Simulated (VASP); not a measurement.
# Energy of Al2Cu along an even scaling of the cell

System: Al2Cu (P4/mmm, 3 atoms in the cell).
Method: Kohn-Sham DFT of a periodic cell, PBE, VASP PAW PBE potentials, recommended, no spin polarisation (VASP 6.6.1).

The 7 runs differ only in the geometry, by an even scaling of the cell at fixed fractional positions. The structure derives from a Materials Project entry.

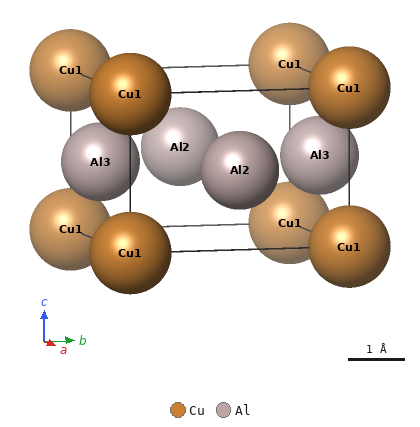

Figure 1. The structure of run 4 (spheres-only view of the cell of the calculation, seen slightly off an axis; atoms are numbered from 1 in the order of the input).

**INCAR of run 4**
```
SYSTEM = Al2Cu
ALGO = Normal
EDIFF = 1E-7
ENCUT = 520
GGA = PE
ISIF = 2
ISMEAR = -1
LASPH = .True.
LCHARG = .True.
LELF = .True.
LREAL = .False.
LVHAR = .True.
LWAVE = .False.
NBANDS = 16
NELM = 60
PREC = Accurate
SIGMA = 0.05
```

**KPOINTS of run 4**
```
k-points
0
Gamma
  7 7 9
  0 0 0
```

**POSCAR of run 4**
```
Al2Cu
1.0
    4.1051820000      0.0000000000      0.0000000000
    0.0000000000      4.1051820000      0.0000000000
    0.0000000000      0.0000000000      2.8913130000
Cu Al
1 2
Direct
    0.0000000000      0.0000000000      0.0000000000
    0.0000000000      0.5000000000      0.5000000000
    0.5000000000      0.0000000000      0.5000000000
```

Command:
```bash
cat potpaw_PBE.64/Cu/POTCAR potpaw_PBE.64/Al/POTCAR > POTCAR
mpirun -np 1 vasp_std > vasp.out
```

Run 3 has the same physical settings and fractional positions; its lattice vectors (Å) are:
```
   4.077630    0.000000    0.000000
   0.000000    4.077630    0.000000
   0.000000    0.000000    2.871908
```

**Results, with one run withheld**

| run | volume per atom (Å³) | free energy per atom, from the lowest run given (meV) | pressure (GPa) |
| --- | --- | --- | --- |
| 1 | 15.267 | 23.18 | 7.26 |
| 2 | 15.592 | 10.96 | 4.82 |
| 3 | 15.917 | ? | ? |
| 4 | 16.242 | 0.00 | 0.72 |
| 5 | 16.567 | 0.30 | −1.08 |
| 6 | 16.892 | 3.92 | −2.62 |
| 7 | 17.216 | 10.50 | −3.99 |

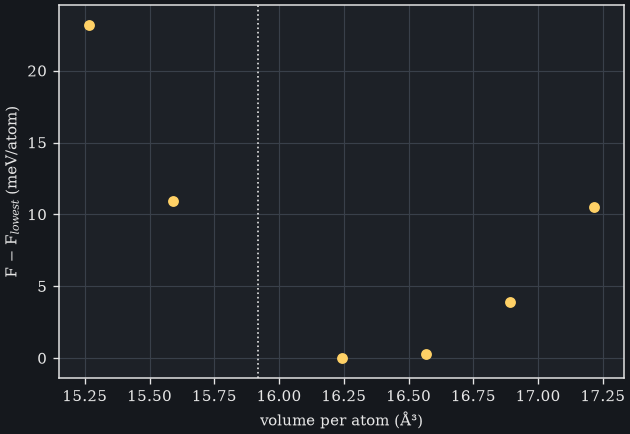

Figure 2. Free energy per atom of the runs given; the dotted line marks run 3.

Estimate the energy of run 3 from the others.

A cubic polynomial in V^(−2/3) (the Birch–Murnaghan form), fitted to the 6 runs given, misses them by at most 0.01 meV per atom. With x = V^(−2/3) − 0.15573 Å⁻², it reads F = −0.12696 + 550.2 x + 4.2252e+05 x² + 8.6539e+05 x³ (meV per atom). At run 3 it gives 3.40 meV per atom, and the run itself gives 3.40. The slope of the fit gives a pressure −dF/dV of 2.67 GPa there, and the run prints 2.65 GPa. The fit has its minimum at 16.375 Å³ per atom, where V d²F/dV² gives 88 GPa. Cell shape and fractional positions are held, so this is the stiffness under even scaling; the relaxed bulk modulus wasn't computed.

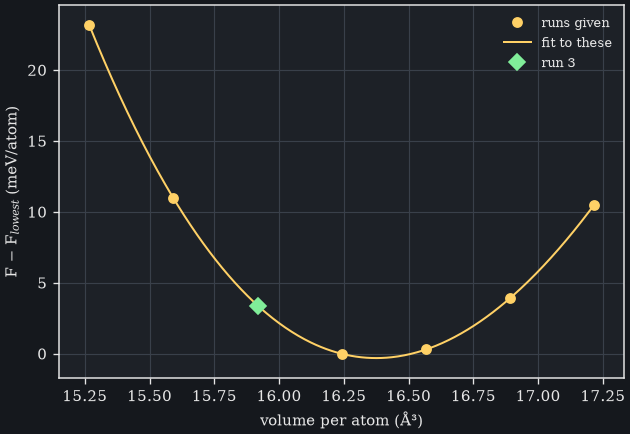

Figure 3. The fit and the withheld run.

**OSZICAR and lines of OUTCAR (run 3)**
```
N       E                     dE             d eps       ncg     rms          rms(c)
DAV:   1     0.629986711447E+02    0.62999E+02   -0.68750E+03  1600   0.111E+03
DAV:   2    -0.107586057731E+02   -0.73757E+02   -0.65600E+02  1696   0.201E+02
DAV:   3    -0.133706906198E+02   -0.26121E+01   -0.25536E+01  2208   0.430E+01
DAV:   4    -0.134283282779E+02   -0.57638E-01   -0.57611E-01  1872   0.545E+00
DAV:   5    -0.134313011036E+02   -0.29728E-02   -0.29727E-02  2536   0.139E+00    0.137E+01
DAV:   6    -0.150539523708E+02   -0.16227E+01   -0.33414E+01  1848   0.200E+02    0.111E+01
DAV:   7    -0.113982174887E+02    0.36557E+01   -0.92609E+00  2016   0.817E+01    0.197E+00
DAV:   8    -0.113554521909E+02    0.42765E-01   -0.12560E+00  2392   0.324E+01    0.230E+00
DAV:   9    -0.112796385132E+02    0.75814E-01   -0.25673E-01  2000   0.167E+01    0.205E-01
DAV:  10    -0.112825113253E+02   -0.28728E-02   -0.17180E-02  2544   0.353E+00    0.317E-01
DAV:  11    -0.112808316798E+02    0.16796E-02   -0.95788E-03  2144   0.346E+00    0.119E-01
DAV:  12    -0.112805731298E+02    0.25855E-03   -0.80124E-04  2424   0.823E-01    0.300E-02
DAV:  13    -0.112805587639E+02    0.14366E-04   -0.51204E-05  2560   0.176E-01    0.880E-03
DAV:  14    -0.112805581812E+02    0.58268E-06   -0.79337E-06  2520   0.808E-02    0.491E-03
DAV:  15    -0.112805580246E+02    0.15656E-06   -0.79334E-07  2232   0.211E-02    0.240E-03
DAV:  16    -0.112805580810E+02   -0.56415E-07   -0.14722E-07  1264   0.131E-02
   1 F= -.11280558E+02 E0= -.11274799E+02  d E =-.115188E-01
[... from OUTCAR:]
  free energy    TOTEN  =       -11.28055808 eV
  energy without entropy =      -11.26903926  energy(sigma->0) =      -11.27479867
 E-fermi :   7.3697     XC(G=0): -10.4721     alpha+bet :-13.6009
  free  energy   TOTEN  =       -11.2805580810 eV
  energy  without entropy=      -11.2690392597  energy(sigma->0) =      -11.27479867
```
